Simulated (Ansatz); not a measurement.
# Band-structure calculation of SnSe2 (part 1 of 2)

System: SnSe2 (P-3m1, 3 atoms in the cell).
Method: DFT, HSE06, plane waves, PAW, no spin polarisation (Ansatz 0.2.0).

The structure was built on a prototype by a generator. The geometry comes from this level: r2scan-rvv10 (a point of a series of strains). It belongs to a series of runs on one base structure; here: hydrostatic strain +1.0%. Figures and captions count atoms from 1; the log counts them from 0 in places.

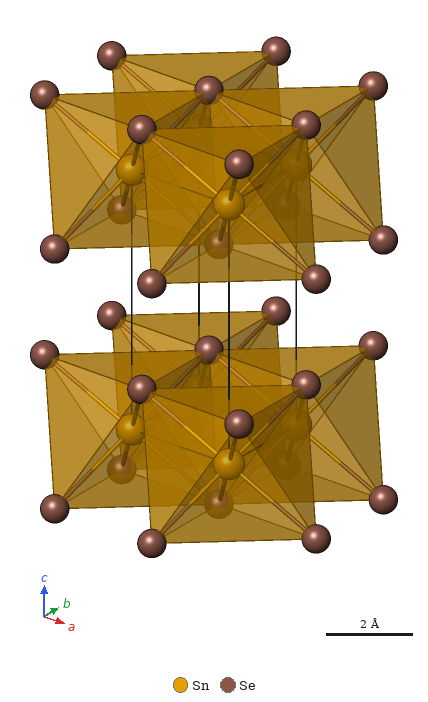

*The structure (polyhedral view of the cell of the calculation, seen slightly off an axis; polyhedra are completed across the faces of the cell). An atom can appear more than once, as a periodic image.*

### The input
```yaml
crystal:
  lattice:
    - [3.8634008231, 0.0, 0.0]
    - [-1.9317004116, 3.3458032578, 0.0]
    - [0.0, 0.0, 6.289349855]
  atoms:
    - { symbol: Sn, position: [0.0, 0.0, 0.0] }
    - { symbol: Se, position: [0.3333333333, 0.6666666667, 0.2490884629] }
    - { symbol: Se, position: [0.6666666667, 0.3333333333, 0.7509115371] }
kpoints:
  mp_grid: { grid: [6, 6, 4] }
  band_path:
    path:
      - [0.0, 0.0, 0.0]
      - [0.5, 0.0, 0.0]
      - [0.3333333333, 0.3333333333, 0.0]
      - [0.0, 0.0, 0.5]
      - [0.5, 0.0, 0.5]
      - [0.3333333333, 0.3333333333, 0.5]
      - [-0.088542, 0.177083, 0.0]
      - [0.0, 0.460938, 0.338542]
    npoints: 1
hamiltonian:
  xc: hse06
scf:
  occupations: { method: fixed }
  n_extra_bands: 4
output:
  forces: true
  stress: true
  eigenvalues: true
  write_density: true
  write_potential: true
  elf: true
  volumetric_format: npy
```

Run on 1 × NVIDIA H100 80GB HBM3, 2 threads of AMD EPYC (Zen 3), 1656 GiB of memory available, shared host.

### Output
```
Warning: output.stress: scf.convergence.dr2_threshold = 1e-7 eV (the SCF's general default) is looser than the 3e-10 eV advised for a printed stress (1e-10 eV for each atom of the cell: 3). What an SCF threshold leaves in a stress goes as its square root, and in the free energy as the threshold itself, and one threshold admits the most on a small cell: of the crystals measured, under no hybrid functional and no lock of the moments, on runs that ended without the residual-converged pass, on stresses that held no estimate of that error, the worst erred by over 100 MPa in a component at 1e-7 eV an atom and by under 5 at 1e-10. Set scf.convergence.dr2_threshold to 3e-10 eV or tighter. The threshold is an SCF's pass mark: one that does not reach it within its budget of iterations ends unconverged, or closes short of it on a stop that the run arms, and scf.convergence.dr2_threshold's page says what that costs each kind of run
Warning: output.stress: scf.exx.energy_threshold = 1e-6 eV is looser than the 3e-8 eV advised for a stress under a hybrid functional (1e-8 eV for each atom of the cell: 3). Every SCF of the exchange loop can meet its threshold on dr2 while the loop round them stops early: no threshold on dr2 bounds what that leaves in the stress. Set scf.exx.energy_threshold to 3e-8 eV or tighter. The threshold is the loop's pass mark: a loop that does not reach it within its budget of cycles ends unconverged, and scf.exx.energy_threshold's page has the law
scf.n_extra_bands = 4 over 23 filled bands (N_el = 46.0): the run solves 27 bands
Engine: ansatz 0.2.0, x86_64-unknown-linux-gnu
Pseudopotentials: kind: paw
Pseudopotential: Sn, paw, valence charge 14, recommended cutoff 420 eV (normal), Sn.paw.azcp
Pseudopotential: Se, paw, valence charge 16, recommended cutoff 420 eV (normal), Se.paw.azcp
Functional definition: HSE06
  parameter a = 0.25
  parameter omega = 0.11/bohr
  exchange = pbe_x - a*pbe_x_sr(omega) + a*exact_x_sr(omega)
  correlation = pbe_c
davidson cushion auto → on  (no smearing: the cushion is to keep the highest requested band from converging to the state above it; pin scf.eigensolver.cushion to override)
Crystal: 3 atoms, lattice volume = 81.297 Å³
Basis set: ecut = 420 eV, 1605 PW (Γ), exchange–correlation on 54×54×90 points (8 copies of the dense FFT grid, shifted against one another)
Bands: 27, of which v1, the nominal top of the filled ones, is band 23 counted from 1 (22 counted from 0)
Symmetry: 12 space group operations
Space group: P-3m1 (ITA 164), of the structure as read, at distance tolerance 4.3e-5 Å
k-points: 24 of 144
Non-local potential: Sn, projectors of the file, l = 0: 2, l = 1: 2, l = 2: 2, l = 3: 2
Non-local potential: Se, projectors of the file, l = 0: 2, l = 1: 2, l = 2: 3, l = 3: 1
PAW form: soft (Blöchl's): semilocal exchange-correlation on the pseudo side does not see the compensation charge
PAW frozen core: Sn, regenerated for the run's functional, and the local potential with it (the file was generated under x = pbe(κ = 0.804, μ = 0.2195149727645171), c = pbe(β = 0.06672455060314922))
PAW frozen core: Se, regenerated for the run's functional, and the local potential with it (the file was generated under x = pbe(κ = 0.804, μ = 0.2195149727645171), c = pbe(β = 0.06672455060314922))
PAW one-centre angular grid: Sn, 590 points (default); XC on 64 Gauss nodes
PAW one-centre angular grid: Se, 590 points (default); XC on 64 Gauss nodes
Initial density: superposition of atomic densities (neutral atoms: chi_scale 0, normalization atom), corrected by the library's trained network
Initial wavefunctions: pseudopotential atomic-orbital guess
Functional: x = pbe(κ = 0.804, μ = 0.2195149727645171), c = pbe(β = 0.06672455060314922), warm-up for x = pbe(κ = 0.804, μ = 0.2195149727645171) + 0.25 (exact − pbe) at short range (hse, ω = 0.20786987370883472 Å⁻¹), c = pbe(β = 0.06672455060314922); HSE06 as pw.x's `hse` composes it (authors' and Libxc's form: `xc: wpbeh`)
SCF iter   1: F=—  HF=-16963.360800 eV  |F-HF|=—  |Δ(HF+E_count)|=         —  Δρ=1.58e-3  dr2=3.25e-3  ethr=1.77e-3  ⟨swp⟩=6.5  Hψ=2565  notcnv=0
preconditioner: auto → none  [insulator: Δε(μ)=0.835 eV  Ē_g=15.509 eV  n_scr=22 (ndim 8)  ℏωp=21.0 eV  f_vac=0.094]
SCF iter   2: F=—  HF=-16963.361609 eV  |F-HF|=—  |Δ(HF+E_count)|=   8.09e-4  Δρ=9.24e-4  dr2=1.71e-3  ethr=7.05e-6  ⟨swp⟩=4.3  Hψ=2279  notcnv=0
iter 3 solved again at ethr=2.43e-7 eV; its pass at ethr=3.72e-6 eV (dr2=1.12e-4 eV) is discarded
SCF iter   3: F=—  HF=-16963.361307 eV  |F-HF|=—  |Δ(HF+E_count)|=   3.02e-4  Δρ=5.16e-4  dr2=1.15e-4  ethr=2.43e-7  ⟨swp⟩=3.1  Hψ=3158  notcnv=0
SCF iter   4: F=-16963.361406 eV  HF=-16963.361397 eV  |F-HF|=9.26e-6  |Δ(HF+E_count)|=   9.04e-5  Δρ=1.27e-4  dr2=5.45e-6  ethr=2.43e-7  ⟨swp⟩=3.0  Hψ=1666  notcnv=0
SCF 1 stopped early in 4 iterations: F = -16963.361406 eV  dr2 = 5.45e-6
  greatest PAW one-centre occupation: 1.000 electrons in one spin orbital (limit 2), on the Se atom at site 1 (counted from 0), in its partial waves of l = 2
Initial density: handed on by an earlier stage of this run
Initial wavefunctions: those handed on with the density
Functional: x = pbe(κ = 0.804, μ = 0.2195149727645171) + 0.25 (exact − pbe) at short range (hse, ω = 0.20786987370883472 Å⁻¹), c = pbe(β = 0.06672455060314922); HSE06 as pw.x's `hse` composes it (authors' and Libxc's form: `xc: wpbeh`)
Exchange kernel: α = 0.2500, screened, ω = 0.2079 Å⁻¹, Wigner–Seitz truncation, v(0) = 1046.6564 eV·Å³, q-mesh 6×6×4, nearest image of the exchange supercell L = 23.18 Å, pair-density grid 15×15×27, without the augmentation charges, whose exchange is taken in its separable form by FFT convolution over the k-point mesh (sized by the pseudopotential files, 24×24×45 at the most), smooth part of the exact exchange by density-matrix convolution in up to 4.57 GiB of GPU memory as planned if the GPU has room (build and FFT work areas not counted)
Frozen-core exchange: fock
SCF iter   1: F=—  HF=-16970.488740 eV  |F-HF|=—  |Δ(HF+E_count)|=         —  Δρ=5.75e-3  dr2=2.44e-2  ethr=1.18e-7  ⟨swp⟩=8.5  Hψ=3830  notcnv=0
preconditioner: auto → none  [insulator: Δε(μ)=1.433 eV  Ē_g=10.652 eV  n_scr=22 (ndim 8)  ℏωp=16.5 eV  f_vac=0.095]
SCF iter   2: F=—  HF=-16970.476731 eV  |F-HF|=—  |Δ(HF+E_count)|=   1.20e-2  Δρ=3.00e-3  dr2=9.51e-3  ethr=1.18e-7  ⟨swp⟩=6.5  Hψ=2983  notcnv=0  defer=14
SCF iter   3: F=—  HF=-16970.475226 eV  |F-HF|=—  |Δ(HF+E_count)|=   1.50e-3  Δρ=1.31e-3  dr2=3.17e-3  ethr=1.18e-7  ⟨swp⟩=5.0  Hψ=2908  notcnv=0
SCF iter   4: F=—  HF=-16970.486665 eV  |F-HF|=—  |Δ(HF+E_count)|=   1.14e-2  Δρ=1.11e-3  dr2=6.13e-4  ethr=1.18e-7  ⟨swp⟩=5.0  Hψ=2796  notcnv=0
SCF iter   5: F=—  HF=-16970.486518 eV  |F-HF|=—  |Δ(HF+E_count)|=   1.47e-4  Δρ=2.31e-4  dr2=4.98e-5  ethr=1.18e-7  ⟨swp⟩=4.0  Hψ=2186  notcnv=0
SCF iter   6: F=—  HF=-16970.486733 eV  |F-HF|=—  |Δ(HF+E_count)|=   2.14e-4  Δρ=1.16e-4  dr2=2.12e-5  ethr=5.63e-8  ⟨swp⟩=4.3  Hψ=2263  notcnv=0
SCF iter   7: F=-16970.486727 eV  HF=-16970.486727 eV  |F-HF|=1.22e-7  |Δ(HF+E_count)|=   5.52e-6  Δρ=1.63e-5  dr2=1.02e-6  ethr=4.42e-8  ⟨swp⟩=3.8  Hψ=1656  notcnv=0
SCF 2 stopped early in 7 iterations: F = -16970.486727 eV  dr2 = 1.02e-6
  Residual-converged pass: ⟨swp⟩=3.9  Hψ=2182  notcnv=0  max |occ|·‖R‖ = 6.1e-6 eV (tolerance 6.7e-6 eV)  dr2=1.05e-6  dr2_onsite=3.28e-8  max |Δocc| = 0.0e0
  greatest PAW one-centre occupation: 1.000 electrons in one spin orbital (limit 2), on the Se atom at site 2 (counted from 0), in its partial waves of l = 2
hybrid outer 1: dexx = +1.395e-2 eV, tail = 1.60e-4 eV
Exchange kernel: α = 0.2500, screened, ω = 0.2079 Å⁻¹, Wigner–Seitz truncation, v(0) = 1046.6564 eV·Å³, q-mesh 6×6×4, nearest image of the exchange supercell L = 23.18 Å, pair-density grid 15×15×27, without the augmentation charges, whose exchange is taken in its separable form by FFT convolution over the k-point mesh (sized by the pseudopotential files, 24×24×45 at the most), smooth part of the exact exchange by density-matrix convolution in up to 4.57 GiB of GPU memory as planned if the GPU has room (build and FFT work areas not counted)
Frozen-core exchange: fock
SCF iter   1: F=—  HF=-16970.486917 eV  |F-HF|=—  |Δ(HF+E_count)|=         —  Δρ=4.64e-5  dr2=1.18e-6  ethr=1.74e-6  ⟨swp⟩=2.9  Hψ=1466  notcnv=0
preconditioner: auto → none  [insulator: Δε(μ)=1.449 eV  Ē_g=10.648 eV  n_scr=22 (ndim 8)  ℏωp=16.5 eV  f_vac=0.097]
SCF iter   2: F=—  HF=-16970.486920 eV  |F-HF|=—  |Δ(HF+E_count)|=   2.99e-6  Δρ=3.31e-5  dr2=6.07e-7  ethr=2.30e-9  ⟨swp⟩=5.0  Hψ=2781  notcnv=0
SCF iter   3: F=—  HF=-16970.486920 eV  |F-HF|=—  |Δ(HF+E_count)|=   1.46e-7  Δρ=1.45e-5  dr2=7.75e-8  ethr=1.20e-9  ⟨swp⟩=3.0  Hψ=1510  notcnv=0
SCF iter   4: F=—  HF=-16970.486920 eV  |F-HF|=—  |Δ(HF+E_count)|=   1.37e-7  Δρ=2.05e-6  dr2=4.84e-9  ethr=1.47e-10  ⟨swp⟩=4.8  Hψ=2057  notcnv=0  defer=3
SCF iter   5: F=-16970.486920 eV  HF=-16970.486920 eV  |F-HF|=1.09e-11  |Δ(HF+E_count)|=   2.94e-9  Δρ=3.46e-7  dr2=2.03e-10  ethr=9.39e-12  ⟨swp⟩=3.9  Hψ=2058  notcnv=0
SCF 3 converged in 5 iterations: F = -16970.486920 eV  dr2 = 2.03e-10
  Residual-converged pass: ⟨swp⟩=3.0  Hψ=1436  notcnv=0  max |occ|·‖R‖ = 5.4e-7 eV (tolerance 5.4e-7 eV)  dr2=2.02e-10  dr2_onsite=2.98e-11  max |Δocc| = 0.0e0
hybrid outer 2: dexx = +1.088e-6 eV, tail = 4.72e-8 eV, Δε = 3.07e-3 eV (about 1.20e-4 eV left of the loop's levels), ΔF = 1.14e-2 eV/Å (tail 2.10e-3)
Exchange kernel: α = 0.2500, screened, ω = 0.2079 Å⁻¹, Wigner–Seitz truncation, v(0) = 1046.6564 eV·Å³, q-mesh 6×6×4, nearest image of the exchange supercell L = 23.18 Å, pair-density grid 15×15×27, without the augmentation charges, whose exchange is taken in its separable form by FFT convolution over the k-point mesh (sized by the pseudopotential files, 24×24×45 at the most), smooth part of the exact exchange by density-matrix convolution in up to 4.57 GiB of GPU memory as planned if the GPU has room (build and FFT work areas not counted)
Frozen-core exchange: fock
SCF iter   1: F=—  HF=-16970.486920 eV  |F-HF|=—  |Δ(HF+E_count)|=         —  Δρ=1.21e-6  dr2=1.02e-9  ethr=5.13e-10  ⟨swp⟩=4.7  Hψ=1577  notcnv=0
preconditioner: auto → none  [insulator: Δε(μ)=1.450 eV  Ē_g=10.648 eV  n_scr=22 (ndim 8)  ℏωp=16.5 eV  f_vac=0.097]
SCF iter   2: F=-16970.486920 eV  HF=-16970.486920 eV  |F-HF|=3.64e-11  |Δ(HF+E_count)|=  7.17e-10  Δρ=4.65e-7  dr2=1.45e-10  ethr=2.01e-12  ⟨swp⟩=4.0  Hψ=2573  notcnv=0
SCF 4 converged in 2 iterations: F = -16970.486920 eV  dr2 = 1.45e-10
  Residual-converged pass: ⟨swp⟩=2.0  Hψ=1162  notcnv=0  max |occ|·‖R‖ = 7.9e-7 eV (tolerance 8.9e-7 eV)  dr2=1.45e-10  dr2_onsite=1.30e-10  max |Δocc| = 0.0e0
```

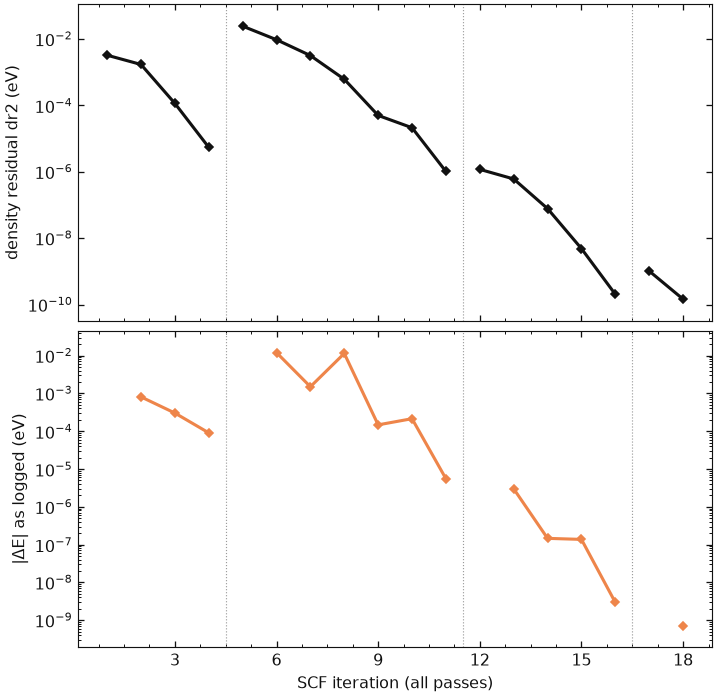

*Convergence of the self-consistent field: density residual dr2 and size of the energy change against the SCF iteration. The run starts with a semilocal functional; after that each stretch between dotted lines is one SCF of the hybrid functional between two exact rebuilds of the exchange operator by the outer loop. Early passes are stopped at a loose threshold.*

The passes take 4, 7, 5 and 2 iterations.

```
hybrid outer 3: dexx = +5.909e-10 eV, tail = 5.67e-10 eV, Δε = 4.20e-5 eV (about 8.45e-6 eV left of the loop's levels), ΔF = 2.33e-4 eV/Å (tail 1.87e-4)
NSCF: frozen V_eff on 8 k-points
hybrid SCF converged: 3 outer / 14 inner (+4 warm-up), last move |dexx| = 5.91e-10 eV, tail = 5.67e-10 eV
Stability not checked: this state was not tested for a lower state beside it, because the functional holds exact exchange (a hybrid, or Hartree-Fock), whose exchange loop this test does not read (fock_operator; see scf.lower_state_search)
Free energy (F): -16970.486920 eV
Frozen-core exchange: fock
Harris-Foulkes:  -16970.486920 eV  (|F-HF|=3.64e-11)
Internal energy: -16970.486920 eV  (E = F + TS)
E sigma→0 (E₀):  -16970.486920 eV
Fermi energy:    6.789966 eV
--- Per-component energies (eV) ---
  E_band       = -1014.384219
  E_kinetic    = 421.399589
  E_local      = -6234.210754  (includes V_loc(G=0)·N_el)
  E_nonlocal   = -1224.252162
  E_hartree    = 3181.913262
  E_xc         = -466.183112
  E_vxc        = -232.310988  (∫ρ·V_xc dr)
  E_exx        = -172.889538  (= α·E_x^exact, valence–valence)
  E_paw        = -7918.519379  (= ΣΔE_a)
  E_vpaw       = 236.943911  (= ΣTr[D̂ρ^β])
  E_aug_tail   = -0.001211  (compensation charges beyond the density's cutoff)
  E_ewald      = -4555.860528
  E_core_change = -1.883087  (= ΣΔE_core)
  E_smearing   = -0.000000  (= −TS)
  E_closure    = 0.000000  (closes the sum)
  Σ components = -16970.486920   (vs F -16970.486920, Δ=0.00e0)
--- Forces (eV/Å), atoms counted from 1 ---
  atom   1  Sn     0.00000000    -0.00000000     0.00000000
  atom   2  Se    -0.00000000     0.00000000    -0.22968713
  atom   3  Se     0.00000000    -0.00000000     0.22968713
  max |Σ_I F_I| component: 1.35e-28 eV/Å
--- Stress (GPa, compression-positive) ---
       -1.299840      -0.000000      -0.000000
       -0.000000      -1.299840       0.000000
       -0.000000       0.000000      -0.402189
  P = ⅓ Tr σ = -1.0006 GPa (-10.006 kbar)
--- Band table (eV; the first three rows and the last of 24) ---
  k-point 0: bands = ["-43.6340", "-43.6340", "-43.6339", "-43.6339", "-43.6006", "-43.6006", "-43.6002", "-43.6002", "-43.5865", "-43.5862", "-16.4300", "-16.4300", "-16.3764", "-16.3666", "-16.3666", "-8.0730", "-6.3311", "0.4225", "6.1941", "6.1941", "6.5326", "6.5326", "6.7139", "8.5002", "10.6352", "12.3452", "12.3452"]
```
